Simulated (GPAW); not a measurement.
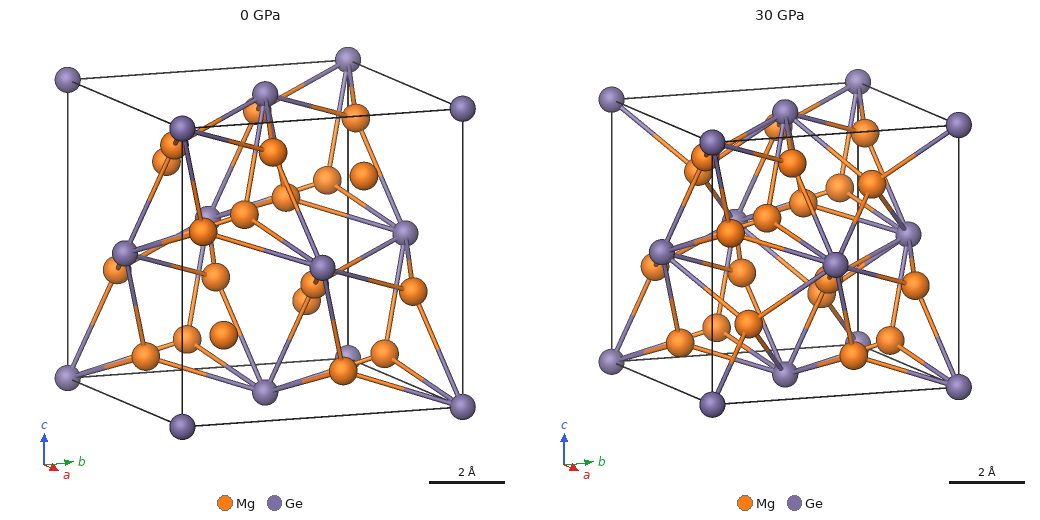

Mg₅Ge, space group F-43m (No. 216), relaxed (cell and atoms) under a series of hydrostatic pressures; the conventional cell is drawn at the lowest and the highest, to one scale (sticks follow a distance rule). The start was a structure listed in the Materials Project. It needn't be the stable form of this composition.

Alike in all runs: GPAW 26.7.0; functional PBEsol; potentials PAW data sets generated in the run's folder for this functional; cutoff 800 eV; k mesh 4 × 4 × 4 on the run's cell of 6 atoms; occupations fermi-dirac, width 0.05 eV; no spin polarisation; no spin-orbit coupling.

| pressure (GPa) | volume (Å³/atom) | a (Å) |
| --- | --- | --- |
| 0.0 | 22.537 | 8.148 |
| 2.0 | 21.493 | 8.020 |
| 5.0 | ? | ? |
| 10.0 | 18.674 | 7.653 |
| 20.0 | 16.630 | 7.363 |
| 30.0 | 15.307 | 7.162 |

What equation of state do the given rows imply, and what volume does it predict for the missing row?

Answer. The fit gives V0 = 22.56 Å³/atom, B0 = 37 GPa and B0′ = 3.9, which puts the volume at 5.0 GPa at 20.21 Å³/atom. The run gave volume 20.240 Å³/atom; a 7.861 Å.

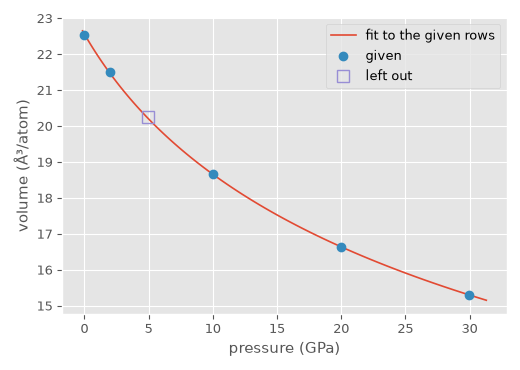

Volume against pressure, with the fit. The structure was kept in its own symmetry, so a change to another phase within this range wouldn't be seen.

Caveat: later steps reuse the first step's grids.
